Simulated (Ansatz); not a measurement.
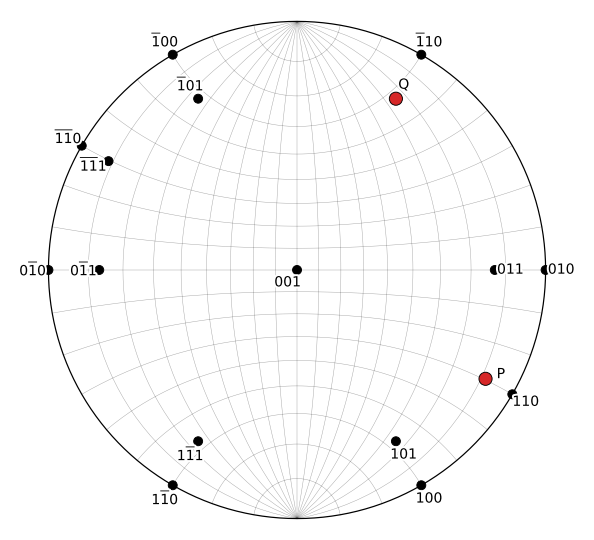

Stereographic projection of plane normals (upper hemisphere) centred on (0 0 1). Crystal: TaN, coordinates from a relaxation with Ansatz 0.2.0, DFT PBE, scalar-relativistic, plane waves, PAW; the starting structure was generated, so it need not be a known form of this composition. All values are computed from the atomic coordinates in the standard setting (tolerance 0.002 Å).

a = 2.983 Å, b = 2.983 Å, c = 11.197 Å, α = 90.00°, β = 90.00°, γ = 120.00°.

Question: Index the poles marked P, Q.

Answer: P is (1 1 1), in four indices (1 1 −2 1), 82.4° from the centre; Q is (−1 1 1), in four indices (−1 1 0 1), 77.0° from the centre.

Question: What is the angle between the normals of (1 −1 0) and (−1 0 0), and what are their d_hkl = 1/|g|?

Answer: 120.0°; d = 2.583 Å and 2.583 Å.
